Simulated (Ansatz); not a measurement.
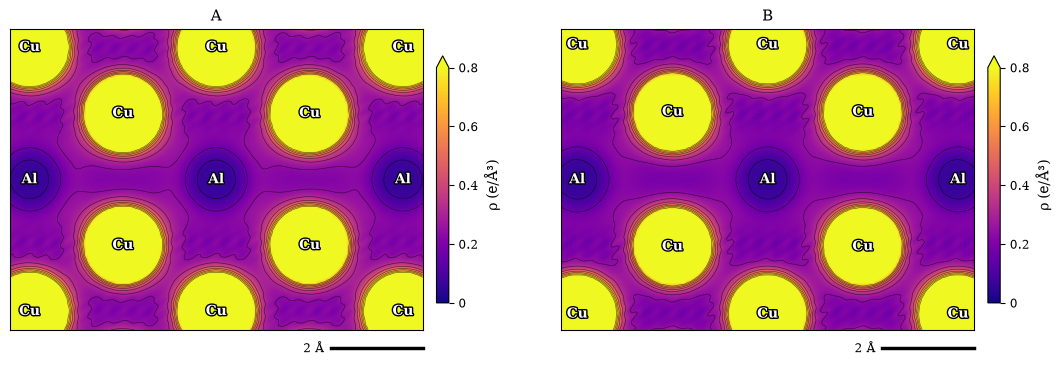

AlCu3. The valence charge density (pseudo) of two cells that differ in size, on the (101̄) plane of each (indices in the axes of the calculation cell), at one length scale and on one colour scale: B has 12.7 Å³ an atom and A 12.0.

All numbers below come from DFT PBEsol, scalar-relativistic, plane waves, PAW (Ansatz).

In a PAW calculation such maps are meaningful between the atoms, not at the nuclei.

The larger cell:

```yaml
crystal:
  lattice:
    - [0.00000, 2.94002, 2.94002]
    - [2.94002, 0.00000, 2.94002]
    - [2.94002, 2.94002, 0.00000]
  atoms:
    - { symbol: Al, position: [0.00000, 0.00000, 0.00000] }
    - { symbol: Cu, position: [0.50000, 0.50000, 0.50000] }
    - { symbol: Cu, position: [0.25000, 0.25000, 0.25000] }
    - { symbol: Cu, position: [0.75000, 0.75000, 0.75000] }
```

The smaller cell: a = 4.078 Å, b = 4.078 Å, c = 4.078 Å, α = 60.00°, β = 60.00°, γ = 60.00°.

> What does the compression do to the bonding and the properties?

From the larger cell to the smaller, Al–Cu goes from 2.55 to 2.50 Å, and the density at its midpoint from 0.27 to 0.29 e/Å³; Cu–Cu goes from 2.55 to 2.50 Å, and the density at its midpoint from 0.27 to 0.3 e/Å³; the pressure goes from −8 to 0.0 GPa.
